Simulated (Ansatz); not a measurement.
Start from this file.

```
Hf N
1.0
     3.44154    0.00000    0.00000
     0.00000    3.44154    0.00000
     0.00000    0.00000    5.04958
Hf N
2 2
Direct
  0.00000 0.00000 0.00000
  0.50000 0.50000 0.50000
  0.00000 0.50000 0.25000
  0.50000 0.00000 0.75000
```

Q: Characterise the structure given above.

A: Chemical formula HfN. Space group: I-4m2 (No. 119). Lattice: body-centred tetragonal. The cell holds 4 atoms (2 Hf, 2 N), Z = 2. About every Hf there are four N in a tetrahedral arrangement at 2.13 Å. The neighbours of N are four Hf in a tetrahedral arrangement at 2.13 Å. Not all metal-metal contacts are counted. The bonds build a three-dimensional framework.

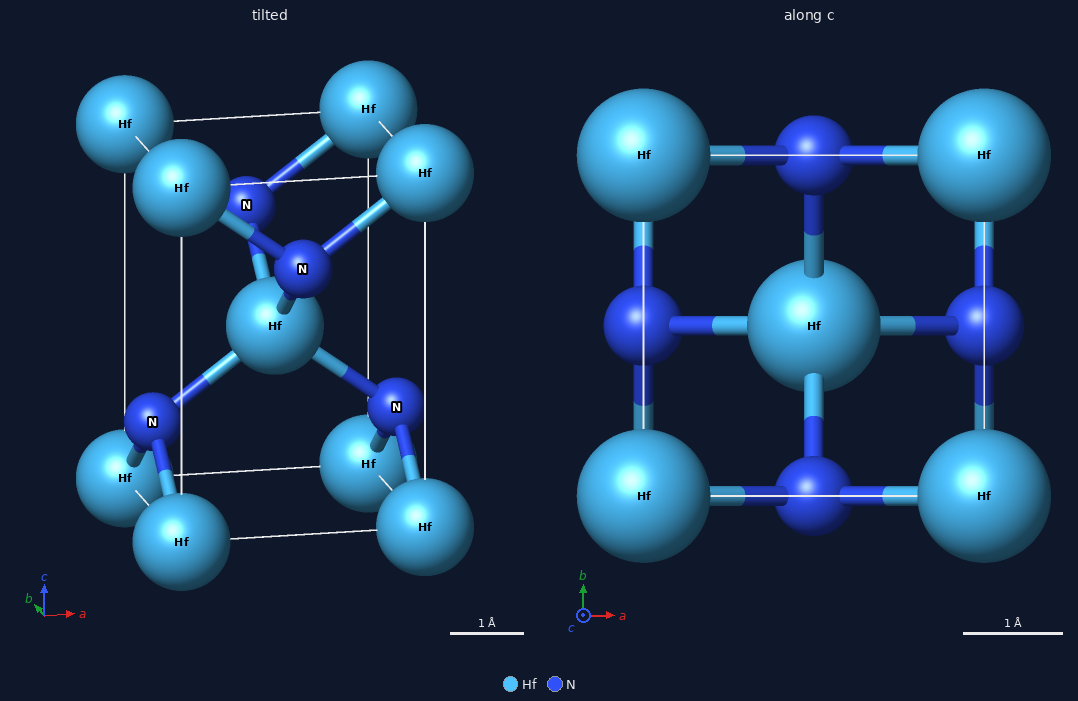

View slightly off an axis and along the c axis, drawn as a ball-and-stick model. The wireframe shows the conventional unit cell.

Provenance: a structure listed in the Materials Project. The cell was then strained or its atoms displaced on purpose. It was the input of a calculation with Ansatz.

At this level of theory the run's own cell isn't at rest (stretched, at -7 GPa), so its distances can differ from those at equilibrium, the more so the softer the solid.
